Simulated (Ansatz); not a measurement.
## Energy of Si along a shift of atoms along one path

System: Si (Cmme, 8 atoms in the cell).
Method: DFT LDA, scalar-relativistic, plane waves, PAW, no spin polarisation (Ansatz 0.2.0).

The 8 runs differ only in the geometry, by a shift of atoms along one path in a fixed cell. The shift s is measured from run 5: Si5 moves along the Cartesian direction (0.00, 0.00, 1.00), and Si1, Si2, Si3, Si4, Si6, Si7 and Si8 with it in fixed proportion. The structure derives from a Materials Project entry.

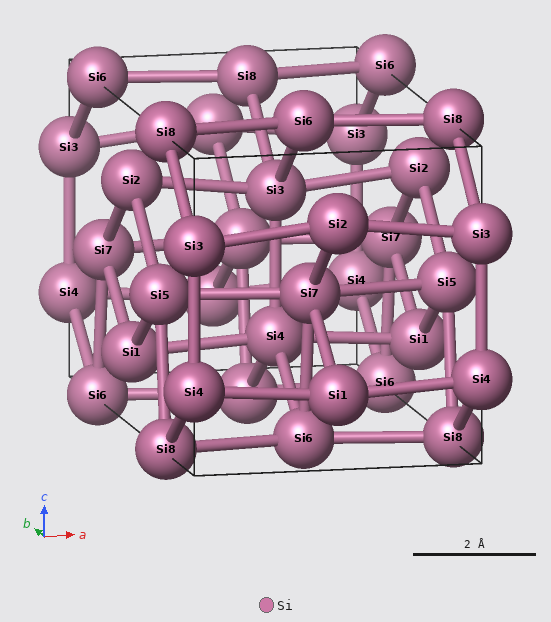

Figure 1. The structure of run 5 (ball-and-stick view of the cell 2 times as large as that of the calculation, set on its symmetry axes, seen slightly off an axis; atoms are numbered from 1 in the order of the input). An atom can appear more than once, as a periodic image.

## Input of run 5
```yaml
crystal:
  lattice:
    - [4.5521371177, -2.4347064048, 0.0]
    - [4.5521371177, 2.4347064048, 0.0]
    - [0.0, 0.0, 5.3276483681]
  atoms:
    - { symbol: Si, position: [0.5, 0.5, 0.7652995482] }
    - { symbol: Si, position: [0.5, 0.5, 0.2242869282] }
    - { symbol: Si, position: [1.0, 0.0, 0.2757130718] }
    - { symbol: Si, position: [0.0, 1.0, 0.7347004518] }
    - { symbol: Si, position: [0.7262158274, 0.7262158274, 0.5140775056] }
    - { symbol: Si, position: [0.2262158274, 0.2262158274, -0.0140775056] }
    - { symbol: Si, position: [0.2737841726, 0.2737841726, 0.5140775056] }
    - { symbol: Si, position: [0.7737841726, 0.7737841726, -0.0140775056] }
basis:
  ecutwfc: 420
kpoints:
  mp_grid: { grid: [10, 10, 8] }
hamiltonian:
  xc: lda
scf:
  occupations: { method: gaussian, width: 0.15 }
output:
  forces: true
  stress: true
  eigenvalues: true
```

Command:
```bash
ansatz run input.yaml --threads 2 --pin off --max-ram 5120MiB --backend cpu --events-out ev --progress --plain --runs-dir out
```

Lattice vectors (Å) and fractional positions of run 5:
```
   4.552137   -2.434706    0.000000
   4.552137    2.434706    0.000000
   0.000000    0.000000    5.327648
Si  0.500000  0.500000  0.765300
Si  0.500000  0.500000  0.224287
Si  1.000000 -0.000000  0.275713
Si -0.000000  1.000000  0.734700
Si  0.726216  0.726216  0.514078
Si  0.226216  0.226216 -0.014078
Si  0.273784  0.273784  0.514078
Si  0.773784  0.773784 -0.014078
```

Run 2 differs from it as follows:
```diff
-    - { symbol: Si, position: [0.5, 0.5, 0.7652995482] }
-    - { symbol: Si, position: [0.5, 0.5, 0.2242869282] }
-    - { symbol: Si, position: [1.0, 0.0, 0.2757130718] }
-    - { symbol: Si, position: [0.0, 1.0, 0.7347004518] }
-    - { symbol: Si, position: [0.7262158274, 0.7262158274, 0.5140775056] }
-    - { symbol: Si, position: [0.2262158274, 0.2262158274, -0.0140775056] }
-    - { symbol: Si, position: [0.2737841726, 0.2737841726, 0.5140775056] }
-    - { symbol: Si, position: [0.7737841726, 0.7737841726, -0.0140775056] }
+    - { symbol: Si, position: [0.5, 0.5, 0.7774486591] }
+    - { symbol: Si, position: [0.5, 0.5, 0.2364360391] }
+    - { symbol: Si, position: [1.0, 0.0, 0.2635639609] }
+    - { symbol: Si, position: [0.0, 1.0, 0.7225513409] }
+    - { symbol: Si, position: [0.7262158274, 0.7262158274, 0.4812299925] }
+    - { symbol: Si, position: [0.2262158274, 0.2262158274, 0.0187700075] }
+    - { symbol: Si, position: [0.2737841726, 0.2737841726, 0.4812299925] }
+    - { symbol: Si, position: [0.7737841726, 0.7737841726, 0.0187700075] }
```

## Results, with one run withheld

| run | shift s of Si5 (Å) | free energy per atom, from the lowest run given (meV) | pressure (GPa) | force along the path (eV/Å) |
| --- | --- | --- | --- | --- |
| 1 | −0.2750 | 81.16 | 3.98 | 8.191 |
| 2 | −0.1750 | ? | ? | ? |
| 3 | −0.0500 | 0.00 | −0.02 | −0.634 |
| 4 | −0.0250 | 3.02 | 0.15 | −1.305 |
| 5 | 0.0000 | 8.22 | 0.44 | −2.043 |
| 6 | 0.0500 | 26.42 | 1.41 | −3.878 |
| 7 | 0.0750 | 40.33 | 2.11 | −5.061 |
| 8 | 0.1000 | 58.30 | 2.96 | −6.484 |

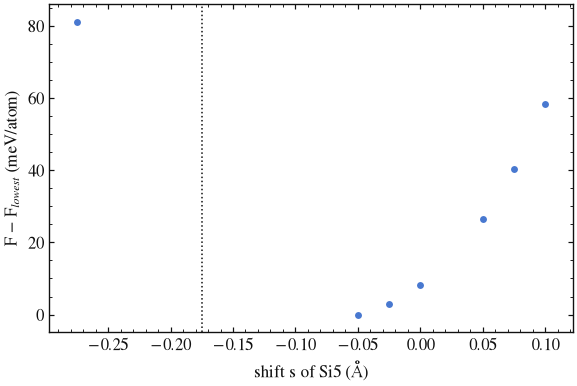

Figure 2. Free energy per atom of the runs given; the dotted line marks run 2.

Fit the runs given and predict run 2.

A cubic polynomial in the coordinate, fitted to the 7 runs given, misses them by at most 0.42 meV per atom. With x = s + 0.0179, it reads F = 3.8874 + 178.52 x + 2216.8 x² + 1375 x³ (meV per atom). At run 2 it gives 25.22 meV per atom, and the run itself gives 15.89. The slope of the fit gives a force −dF/ds of 3.330 eV/Å along the path (summed over the atoms that move), and the printed forces give 2.887 eV/Å. The fit has its minimum at s = −0.0598 Å. The miss comes from the order of the polynomial or from scatter in that run; these data can't tell which.

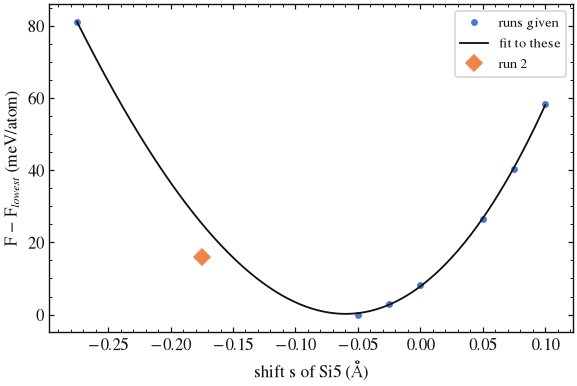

Figure 3. The fit and the withheld run.

## Output, shortened to warnings, some set-up lines, iterations and results (run 2)
```
Basis set: ecut = 420 eV, 2323 PW (Γ)
Symmetry: 8 space group operations
k-points: 155 of 800
Initial density: superposition of atomic densities (neutral atoms: chi_scale 0, normalization atom), corrected by the library's trained network
[...]
SCF iter   1: F=—  HF=-4867.354797 eV  |F-HF|=—  |Δ(HF+E_count)|=         —  Δρ=5.02e-3  dr2=2.74e-2  ethr=1.77e-3  ⟨swp⟩=8.1  Hψ=22654  notcnv=0
SCF iter   2: F=—  HF=-4867.347998 eV  |F-HF|=—  |Δ(HF+E_count)|=   6.80e-3  Δρ=2.90e-3  dr2=9.22e-3  ethr=8.56e-5  ⟨swp⟩=1.1  Hψ=5011  notcnv=0
SCF iter   3: F=—  HF=-4867.343893 eV  |F-HF|=—  |Δ(HF+E_count)|=   4.10e-3  Δρ=3.25e-4  dr2=1.50e-4  ethr=2.88e-5  ⟨swp⟩=2.1  Hψ=5930  notcnv=0
SCF iter   4: F=—  HF=-4867.343822 eV  |F-HF|=—  |Δ(HF+E_count)|=   7.11e-5  Δρ=6.85e-5  dr2=3.74e-6  ethr=4.67e-7  ⟨swp⟩=2.1  Hψ=5928  notcnv=0
SCF iter   5: F=—  HF=-4867.343825 eV  |F-HF|=—  |Δ(HF+E_count)|=   2.93e-6  Δρ=9.07e-6  dr2=8.98e-8  ethr=1.17e-8  ⟨swp⟩=2.0  Hψ=5924  notcnv=0
SCF iter   6: F=-4867.343825 eV  HF=-4867.343825 eV  |F-HF|=1.76e-10  |Δ(HF+E_count)|=   7.07e-9  Δρ=7.90e-7  dr2=6.61e-10  ethr=2.81e-10  ⟨swp⟩=6.9  Hψ=17745  notcnv=0
SCF 1 converged in 6 iterations: F = -4867.343825 eV  dr2 = 6.61e-10
SCF converged after 6 iterations
Free energy (F): -4867.343825 eV
Harris-Foulkes:  -4867.343825 eV  (|F-HF|=1.76e-10)
Internal energy: -4867.316156 eV  (E = F + TS)
E sigma→0 (E₀):  -4867.329991 eV
Entropy (-TS):   -0.027669 eV (-3.459 meV/atom)
Fermi energy:    9.903833 eV
--- Per-component energies (eV) ---
  E_band       = 139.415832
  E_kinetic    = 334.972829
  E_local      = -24.599710  (includes V_loc(G=0)·N_el)
  E_nonlocal   = 213.867784
  E_hartree    = 11.744703
  E_xc         = -446.660999
  E_vxc        = -387.559775  (∫ρ·V_xc dr)
  E_paw        = -3886.659347  (= ΣΔE_a)
  E_vpaw       = -20.754686  (= ΣTr[D̂ρ^β])
  E_aug_tail   = 0.000049  (compensation charges beyond the density's cutoff)
  E_ewald      = -1070.656110
  E_core_change = 0.674646  (= ΣΔE_core)
  E_smearing   = -0.027669  (= −TS)
  E_closure    = -0.000000  (closes the sum)
  Σ components = -4867.343825   (vs F -4867.343825, Δ=0.00e0)
--- Forces (eV/Å), atoms counted from 1 ---
  atom   1  Si     0.00000000    -0.00000000    -0.14881163
  atom   2  Si     0.00000000    -0.00000000    -0.25163994
  atom   3  Si     0.00000000     0.00000000     0.25163994
  atom   4  Si     0.00000000     0.00000000     0.14881163
  atom   5  Si     0.05080510    -0.00000000     0.64762473
  atom   6  Si     0.05080510    -0.00000000    -0.64762473
  atom   7  Si    -0.05080510     0.00000000     0.64762473
  atom   8  Si    -0.05080510     0.00000000    -0.64762473
  max |Σ_I F_I| component: 2.22e-16 eV/Å
--- Stress (GPa, compression-positive) ---
        1.131537       0.000000       0.000000
        0.000000       0.297384       0.000000
        0.000000       0.000000       1.133931
  P = ⅓ Tr σ = 0.8543 GPa (8.543 kbar)
```
